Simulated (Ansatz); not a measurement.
**ZnCu3: geometry relaxation (part 1 of 2)**

The run: geometry relaxation of ZnCu3 (P-6m2, 4 atoms in the cell). Method and program: DFT PBEsol, scalar-relativistic, plane waves, PAW, no spin polarisation (Ansatz 0.2.0).

The structure derives from a Materials Project entry. Figures and captions count atoms from 1; the log counts them from 0 in places.

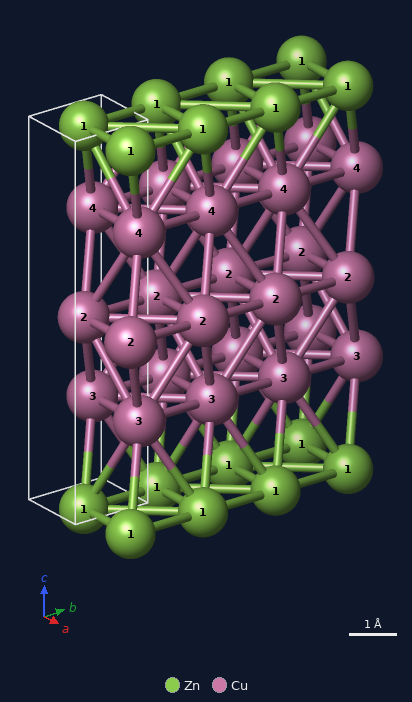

Fig. 1: The input geometry (ball-and-stick view of the cell of the calculation, repeated 2 × 4 × 1, seen slightly off an axis; atoms are numbered from 1 in the order of the input). Near neighbours in the crystal (not all of them lie inside the picture): Zn has 6 Cu at 2.60 Å and 6 Zn at 2.56 Å; Cu has 12 Cu at 2.54 to 2.56 Å; Cu has 9 Cu at 2.54 to 2.56 Å and 3 Zn at 2.60 Å.

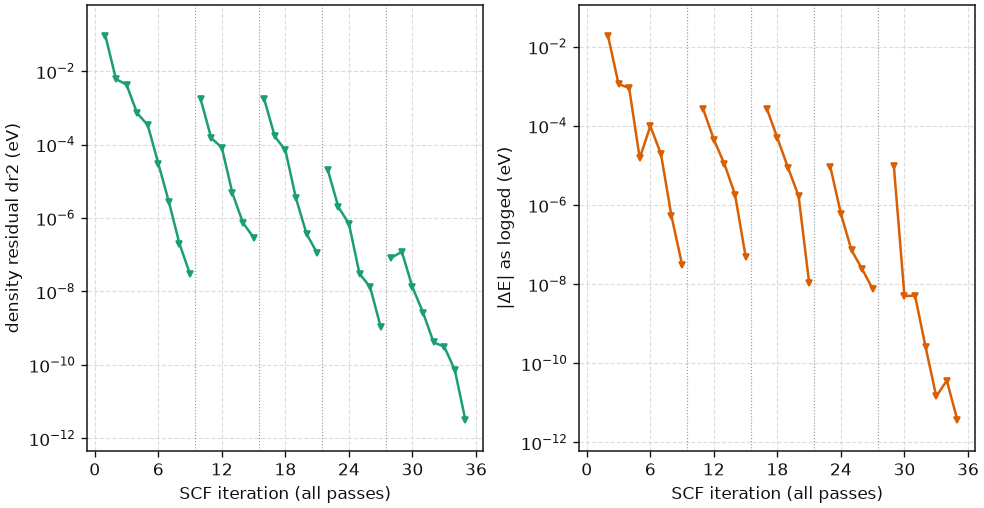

Fig. 2: Convergence of the self-consistent field: density residual dr2 and size of the energy change against the SCF iteration. The dotted lines part the SCF passes of the relaxation: geometry steps, rejected trials and re-solves on a re-selected basis. The 5 passes take 6 to 9 iterations each, 35 in all.

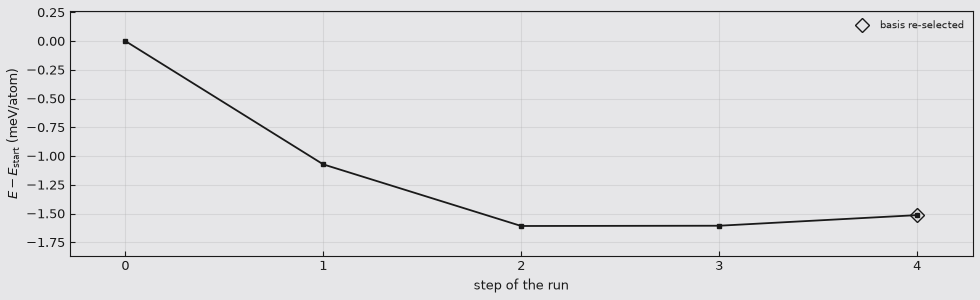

Fig. 3: Progress of the relaxation, step by step (the first geometry is step 0 here and step 1 in the log).

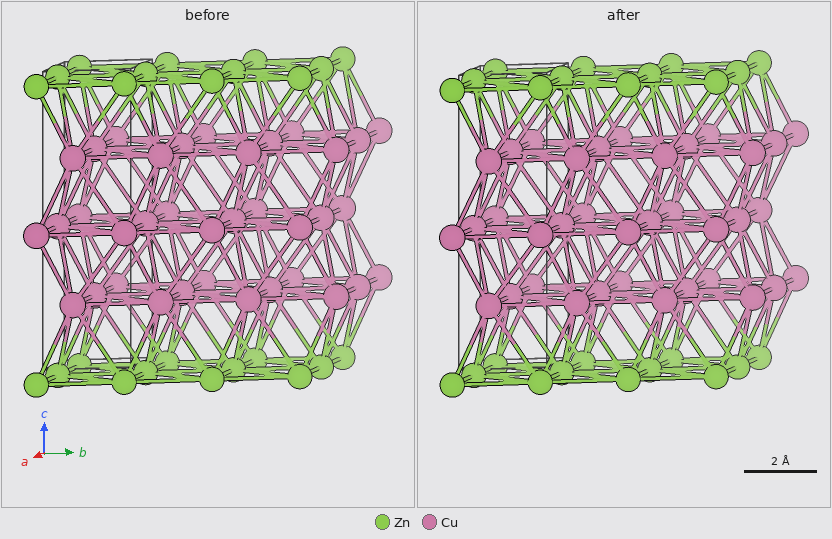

Fig. 4: Before (left) and after (right) the relaxation, at one scale (ball-and-stick view of the cell of the calculation, repeated 3 × 4 × 1, seen slightly off an axis). The largest moves relative to the cell, 0.004 Å, are those of Cu3 and Cu4. Zn stays in place. Cell: a = b 2.561 → 2.565 Å (+0.1 %), c 8.398 → 8.290 Å (−1.3 %). Volume −1.0 %. Among the contacts that change: Cu2–Cu3 2.540 → 2.517 Å, Zn1–Cu3 2.596 → 2.578 Å. The space group stays P-6m2 (No. 187). Over 3 geometry steps the energy falls by 1.6 meV per atom. Largest force component: 0.059 eV/Å at the start, 0.00056 eV/Å at the end. The pressure goes from −1.45 to 0.01 GPa. A last SCF at the same geometry on a re-selected plane-wave basis shifts the energy by +0.1 meV per atom. (Atoms are counted from 1 in the order of the input.)

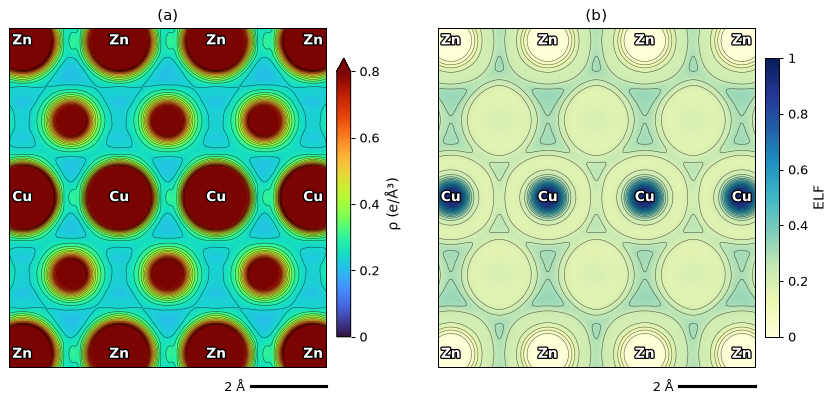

Fig. 5: (a) valence pseudo-density; (b) ELF on the (100) plane of the conventional cell. Atoms in the plane: Zn and Cu. Zn–Zn (2.57 Å): ρ is about 0.3 e/Å³ halfway, with its minimum of 0.26 e/Å³ about 1.4 Å from Zn; the ELF is about 0.30 at the midpoint; no shared electron pair. Cu–Cu (2.57 Å): the density is about 0.3 e/Å³ at the midpoint, with its minimum of 0.26 e/Å³ about 1.4 Å from Cu; the ELF is about 0.20 at the midpoint; no shared electron pair. Away from the nuclei the density in this plane falls to 0.21 e/Å³ at its lowest. The strong features right at Cu lie inside the PAW spheres (semicore, d or f shells) and say nothing about bonding. The fields are those of the smooth PAW valence density.

The input and output of the run follow.

Input
```yaml
crystal:
  lattice:
    - [2.5614598416, 0.0, 0.0]
    - [-1.2807299208, 2.2182892936, 0.0]
    - [0.0, 0.0, 8.39758655]
  atoms:
    - { symbol: Zn, position: [0.66666667, 0.33333333, 0.0] }
    - { symbol: Cu, position: [0.66666667, 0.33333333, 0.5] }
    - { symbol: Cu, position: [0.33333333, 0.66666667, 0.25407253] }
    - { symbol: Cu, position: [0.33333333, 0.66666667, 0.74592747] }
basis:
  ecutwfc: 420
kpoints:
  mp_grid: { grid: [18, 18, 6] }
hamiltonian:
  xc: pbesol
scf:
  occupations: { method: gaussian, width: 0.1 }
output:
  forces: true
  stress: true
  eigenvalues: true
  write_density: true
  write_potential: true
  elf: true
  volumetric_format: npy
relax:
  adjacent_minimum: "off"
  f_tol: 0.005
  max_steps: 80
  cell: { stress_tol: 0.05 }
```

Launched with:
```bash
ansatz run input.yaml --threads 2 --pin off --max-ram 5120MiB --backend cpu --events-out ev --progress --plain --runs-dir out
```

The program's output
```
Engine: ansatz 0.2.0, aarch64-unknown-linux-gnu
Pseudopotentials: kind: paw
Pseudopotential: Zn, paw, valence charge 12, recommended cutoff 420 eV (normal), Zn.paw.azcp
Pseudopotential: Cu, paw, valence charge 19, recommended cutoff 420 eV (normal), Cu.paw.azcp
Functional definition: PBEsol
  exchange = pbesol_x
  correlation = pbesol_c
Crystal: 4 atoms, lattice volume = 47.716 Å³
Basis set: ecut = 420 eV, 947 PW (Γ), exchange–correlation on 36×36×120 points (8 copies of the dense FFT grid, shifted against one another)
Bands: 42, of which v1, the nominal top of the filled ones, is band 35 counted from 1 (34 counted from 0)
Symmetry: 12 space group operations
Space group: P-6m2 (ITA 187), of the structure as read, at distance tolerance 3.6e-5 Å
k-points: 148 of 1944 (time reversal used)
Non-local potential: Zn, projectors of the file, l = 0: 2, l = 1: 2, l = 2: 3, l = 3: 1
Non-local potential: Cu, projectors of the file, l = 0: 3, l = 1: 2, l = 2: 3, l = 3: 1
PAW form: soft (Blöchl's): semilocal exchange-correlation on the pseudo side does not see the compensation charge
PAW frozen core: Zn, regenerated for the run's functional, and the local potential with it (the file was generated under x = pbe(κ = 0.804, μ = 0.2195149727645171), c = pbe(β = 0.06672455060314922))
PAW frozen core: Cu, regenerated for the run's functional, and the local potential with it (the file was generated under x = pbe(κ = 0.804, μ = 0.2195149727645171), c = pbe(β = 0.06672455060314922))
PAW one-centre angular grid: Zn, 590 points (default); XC on 64 Gauss nodes
PAW one-centre angular grid: Cu, 590 points (default); XC on 64 Gauss nodes
Initial density: superposition of atomic densities (neutral atoms: chi_scale 0, normalization atom), corrected by the library's trained network
Initial wavefunctions: pseudopotential atomic-orbital guess
Functional: x = pbesol(κ = 0.804, μ = 0.12345679012345678), c = pbesol(β = 0.046)
SCF iter   1: F=—  HF=-23047.350234 eV  |F-HF|=—  |Δ(HF+E_count)|=         —  Δρ=1.89e-2  dr2=9.29e-2  ethr=1.77e-3  ⟨swp⟩=5.7  Hψ=21953  notcnv=0  defer=36
preconditioner: auto → Kerker (q_TF=auto, 2.901 Å⁻¹)  [metal: Δε(μ)=0.020 eV  Ē_g=11.344 eV  σ=0.100 eV  W_gap=0.11  n_scr=12 (ndim 8)  ℏωp=36.1 eV  f_vac=0.000  D(μ)=0.94/eV (n_scr^D=4)]
SCF iter   2: F=—  HF=-23047.331279 eV  |F-HF|=—  |Δ(HF+E_count)|=   1.90e-2  Δρ=2.40e-3  dr2=6.10e-3  ethr=1.35e-4  ⟨swp⟩=2.0  Hψ=10526  notcnv=0  defer=311
SCF iter   3: F=—  HF=-23047.330137 eV  |F-HF|=—  |Δ(HF+E_count)|=   1.14e-3  Δρ=2.29e-3  dr2=4.28e-3  ethr=8.84e-6  ⟨swp⟩=1.0  Hψ=6032  notcnv=0  defer=311
SCF iter   4: F=—  HF=-23047.329233 eV  |F-HF|=—  |Δ(HF+E_count)|=   9.05e-4  Δρ=5.35e-4  dr2=7.18e-4  ethr=6.21e-6  ⟨swp⟩=1.2  Hψ=6301  notcnv=0  defer=311
SCF iter   5: F=—  HF=-23047.329248 eV  |F-HF|=—  |Δ(HF+E_count)|=   1.52e-5  Δρ=6.43e-4  dr2=3.42e-4  ethr=1.04e-6  ⟨swp⟩=2.0  Hψ=6939  notcnv=0  defer=311
SCF iter   6: F=—  HF=-23047.329150 eV  |F-HF|=—  |Δ(HF+E_count)|=   9.82e-5  Δρ=1.56e-4  dr2=3.05e-5  ethr=4.95e-7  ⟨swp⟩=2.0  Hψ=7100  notcnv=0  defer=311
SCF iter   7: F=—  HF=-23047.329170 eV  |F-HF|=—  |Δ(HF+E_count)|=   1.97e-5  Δρ=6.45e-5  dr2=2.75e-6  ethr=4.42e-8  ⟨swp⟩=2.0  Hψ=9027  notcnv=0  defer=311
SCF iter   8: F=—  HF=-23047.329169 eV  |F-HF|=—  |Δ(HF+E_count)|=   5.20e-7  Δρ=1.44e-5  dr2=1.99e-7  ethr=3.98e-9  ⟨swp⟩=2.0  Hψ=8047  notcnv=0  defer=311
SCF iter   9: F=-23047.329169 eV  HF=-23047.329169 eV  |F-HF|=2.81e-8  |Δ(HF+E_count)|=   3.09e-8  Δρ=6.48e-6  dr2=2.94e-8  ethr=1.45e-10  ⟨swp⟩=11.8  Hψ=44554  notcnv=0
SCF 1 converged in 9 iterations: F = -23047.329169 eV  dr2 = 2.94e-8
  greatest PAW one-centre occupation: 1.000 electrons in one spin orbital (limit 2), on the Cu atom at site 1 (counted from 0), in its partial waves of l = 0
relax step   1: F+E_penalty+E_count = -23047.32916897 eV  Δ(F+E_penalty+E_count) = +0.000e0 eV  max|allowed force component| = 5.878e-2 eV/Å  Δτ_max = 0.0000 Å  P = -1.447 GPa  Ω = 47.716 Å³  (9 SCF iters, dr2 threshold 1.00e-7 eV, accepted)
Crystal: 4 atoms, lattice volume = 47.464 Å³
Basis set: ecut = 420 eV, 945 PW (Γ), exchange–correlation on 36×36×120 points (8 copies of the dense FFT grid, shifted against one another)
Initial density: handed on by an earlier stage of this run
Initial wavefunctions: those handed on with the density
iter 1 solved again at ethr=2.58e-6 eV; its pass at ethr=3.10e-3 eV (dr2=1.78e-3 eV) is discarded
SCF iter   1: F=—  HF=-23047.333776 eV  |F-HF|=—  |Δ(HF+E_count)|=         —  Δρ=2.23e-3  dr2=1.72e-3  ethr=2.58e-6  ⟨swp⟩=2.0  Hψ=26266  notcnv=0
preconditioner: auto → Kerker (q_TF=auto, 2.904 Å⁻¹)  [metal: Δε(μ)=0.032 eV  Ē_g=11.445 eV  σ=0.100 eV  W_gap=0.18  n_scr=12 (ndim 8)  ℏωp=36.2 eV  f_vac=0.000  D(μ)=0.93/eV (n_scr^D=4)]
SCF iter   2: F=—  HF=-23047.333515 eV  |F-HF|=—  |Δ(HF+E_count)|=   2.61e-4  Δρ=5.21e-4  dr2=1.51e-4  ethr=2.49e-6  ⟨swp⟩=2.1  Hψ=7788  notcnv=0
SCF iter   3: F=—  HF=-23047.333470 eV  |F-HF|=—  |Δ(HF+E_count)|=   4.50e-5  Δρ=3.85e-4  dr2=8.32e-5  ethr=2.18e-7  ⟨swp⟩=2.3  Hψ=9402  notcnv=0
SCF iter   4: F=—  HF=-23047.333459 eV  |F-HF|=—  |Δ(HF+E_count)|=   1.08e-5  Δρ=8.84e-5  dr2=4.73e-6  ethr=1.21e-7  ⟨swp⟩=2.2  Hψ=8201  notcnv=0
SCF iter   5: F=—  HF=-23047.333461 eV  |F-HF|=—  |Δ(HF+E_count)|=   1.83e-6  Δρ=3.94e-5  dr2=7.34e-7  ethr=6.85e-9  ⟨swp⟩=2.0  Hψ=8649  notcnv=0
SCF iter   6: F=-23047.333460 eV  HF=-23047.333461 eV  |F-HF|=4.06e-7  |Δ(HF+E_count)|=   4.96e-8  Δρ=1.89e-5  dr2=2.95e-7  ethr=5.80e-10  ⟨swp⟩=9.3  Hψ=46205  notcnv=0
SCF 2 converged in 6 iterations: F = -23047.333460 eV  dr2 = 2.95e-7
relax step   2: F+E_penalty+E_count = -23047.33346028 eV  Δ(F+E_penalty+E_count) = -4.291e-3 eV  max|allowed force component| = 3.283e-2 eV/Å  Δτ_max = 0.0020 Å  P = -0.685 GPa  Ω = 47.464 Å³  energy of the carried Pulay correction = +1.845e-4 eV  (6 SCF iters, dr2 threshold 4.00e-7 eV, accepted)
Crystal: 4 atoms, lattice volume = 47.219 Å³
iter 1 solved again at ethr=2.63e-6 eV; its pass at ethr=3.10e-3 eV (dr2=1.81e-3 eV) is discarded
SCF iter   1: F=—  HF=-23047.335932 eV  |F-HF|=—  |Δ(HF+E_count)|=         —  Δρ=2.28e-3  dr2=1.74e-3  ethr=2.63e-6  ⟨swp⟩=1.9  Hψ=28950  notcnv=0
preconditioner: auto → Kerker (q_TF=auto, 2.906 Å⁻¹)  [metal: Δε(μ)=0.035 eV  Ē_g=11.478 eV  σ=0.100 eV  W_gap=0.19  n_scr=12 (ndim 8)  ℏωp=36.2 eV  f_vac=0.000  D(μ)=0.93/eV (n_scr^D=4)]
SCF iter   2: F=—  HF=-23047.335659 eV  |F-HF|=—  |Δ(HF+E_count)|=   2.73e-4  Δρ=6.10e-4  dr2=1.67e-4  ethr=2.52e-6  ⟨swp⟩=2.2  Hψ=8141  notcnv=0
SCF iter   3: F=—  HF=-23047.335610 eV  |F-HF|=—  |Δ(HF+E_count)|=   4.92e-5  Δρ=3.69e-4  dr2=7.04e-5  ethr=2.42e-7  ⟨swp⟩=2.2  Hψ=9372  notcnv=0
SCF iter   4: F=—  HF=-23047.335601 eV  |F-HF|=—  |Δ(HF+E_count)|=   8.80e-6  Δρ=8.47e-5  dr2=3.46e-6  ethr=1.02e-7  ⟨swp⟩=2.2  Hψ=8253  notcnv=0
iter 5 did not close the SCF: its close was put off for the readings that it lacked (scf_convergence_deferred on its scf_iter line)
SCF iter   5: F=-23047.335602 eV  HF=-23047.335603 eV  |F-HF|=4.44e-7  |Δ(HF+E_count)|=   1.70e-6  Δρ=2.64e-5  dr2=3.72e-7  ethr=5.01e-9  ⟨swp⟩=2.0  Hψ=9609  notcnv=0
SCF iter   6: F=-23047.335603 eV  HF=-23047.335603 eV  |F-HF|=1.40e-7  |Δ(HF+E_count)|=   1.07e-8  Δρ=1.61e-5  dr2=1.11e-7  ethr=5.38e-10  ⟨swp⟩=6.8  Hψ=42462  notcnv=0
SCF 3 converged in 6 iterations: F = -23047.335603 eV  dr2 = 1.11e-7
  greatest PAW one-centre occupation: 1.000 electrons in one spin orbital (limit 2), on the Cu atom at site 3 (counted from 0), in its partial waves of l = 0
```
